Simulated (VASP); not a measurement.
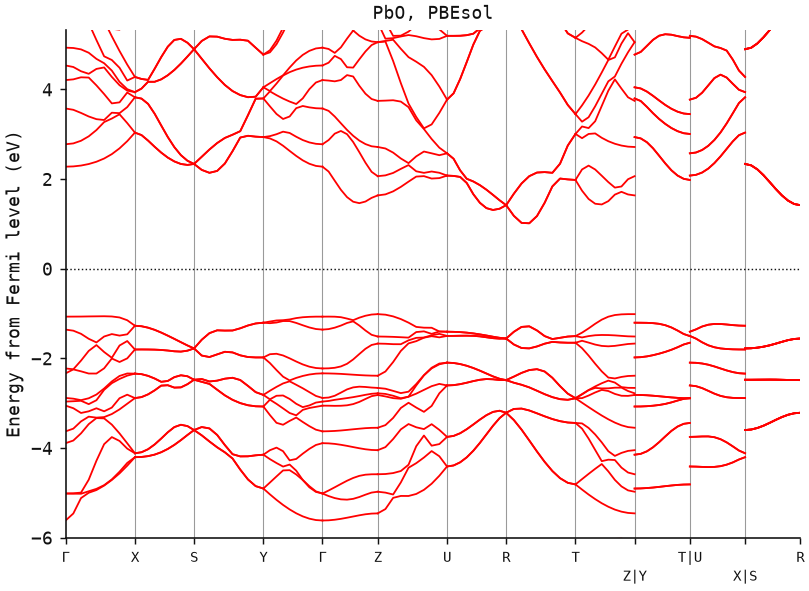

Band structure. Energies are counted from the Fermi level, put mid-gap where there is a gap.

Which Bravais lattice do the labels of the path belong to?

Answer. A primitive orthorhombic lattice: the path Γ–X–S–Y–Γ–Z–U–R–T–Z|Y–T|U–X|S–R runs through the special points of its Brillouin zone.

Input of the run:

INCAR:
```
SYSTEM = PbO
  PREC = Accurate
  ENCUT = 520
  EDIFF = 1E-6
  ISMEAR = 0
  SIGMA = 0.02
  LREAL = .FALSE.
  LASPH = .TRUE.
  NELM = 80
  ALGO = Normal
  ISIF = 2
  LWAVE = .FALSE.
  LCHARG = .FALSE.
  GGA = PS
  NBANDS = 50
```

KPOINTS:
```
Automatic mesh
0
G
  6 6 6
  0 0 0
```

POSCAR:
```
PbO
1.0
    5.9128200000      0.0000000000      0.0000000000
    0.0000000000      5.5257100000      0.0000000000
    0.0000000000      0.0000000000      4.7126400000
Pb O
4 4
Direct
    0.2304000000      0.0107600000      0.7500000000
    0.7696000000      0.9892400000      0.2500000000
    0.7696000000      0.5107600000      0.7500000000
    0.2304000000      0.4892400000      0.2500000000
    0.8638000000      0.9082300000      0.7500000000
    0.1362000000      0.0917700000      0.2500000000
    0.1362000000      0.4082300000      0.7500000000
    0.8638000000      0.5917700000      0.2500000000
```

KPOINTS_OPT:
```
path GXSYGZURTZ,YT,UX,SR
10
line-mode
reciprocal
 0.0000000000  0.0000000000  0.0000000000  G
 0.0000000000  0.0000000000 -0.5000000000  X

 0.0000000000  0.0000000000 -0.5000000000  X
 0.0000000000 -0.5000000000 -0.5000000000  S

 0.0000000000 -0.5000000000 -0.5000000000  S
 0.0000000000 -0.5000000000  0.0000000000  Y

 0.0000000000 -0.5000000000  0.0000000000  Y
 0.0000000000  0.0000000000  0.0000000000  G

 0.0000000000  0.0000000000  0.0000000000  G
-0.5000000000  0.0000000000  0.0000000000  Z

-0.5000000000  0.0000000000  0.0000000000  Z
-0.5000000000  0.0000000000 -0.5000000000  U

-0.5000000000  0.0000000000 -0.5000000000  U
-0.5000000000 -0.5000000000 -0.5000000000  R

-0.5000000000 -0.5000000000 -0.5000000000  R
-0.5000000000 -0.5000000000  0.0000000000  T

-0.5000000000 -0.5000000000  0.0000000000  T
-0.5000000000  0.0000000000  0.0000000000  Z

 0.0000000000 -0.5000000000  0.0000000000  Y
-0.5000000000 -0.5000000000  0.0000000000  T

-0.5000000000  0.0000000000 -0.5000000000  U
 0.0000000000  0.0000000000 -0.5000000000  X

 0.0000000000 -0.5000000000 -0.5000000000  S
-0.5000000000 -0.5000000000 -0.5000000000  R
```

System: PbO, space group Pbcm (No. 57), 8 atoms in the cell.

VASP; PBEsol, VASP PAW PBE potentials, release 64 (Pb_d, O), no spin polarisation, no spin-orbit coupling, 6×6×6 k mesh, 520 eV cutoff.

Is there a gap? Give its size, its kind and where the band edges lie.

Answer. A semiconductor. The gap along this path is 2.03 eV and indirect, from the valence-band top at Z to the conduction-band bottom between R and T; the smallest direct gap is 2.30 eV, between R and T. At Γ the top valence band lies only 0.06 eV lower.

How many bands meet at the valence-band top?

Answer. The top valence level at Z is a single band, not degenerate (spin aside).

How much do the top valence band and the lowest conduction band disperse along the path?

Answer. The top valence band spans 0.8 eV and the lowest conduction band 2.0 eV.

What are the direct gaps at X, T and R?

Answer. The direct gaps are 4.31 eV at X, 3.48 eV at T and 2.98 eV at R.

The PAW data sets were made with another functional. Spin-orbit coupling is left out, which matters for Pb. The usual form of PbO is litharge (tetragonal). The cell was derived from a database entry in an earlier step, so it needn't be the measured one. In reduced coordinates of the cell that was run, X is (0, 0, −0.5), S is (0, −0.5, −0.5), Y is (0, −0.5, 0), Z is (−0.5, 0, 0), U is (−0.5, 0, −0.5), R is (−0.5, −0.5, −0.5) and T is (−0.5, −0.5, 0).
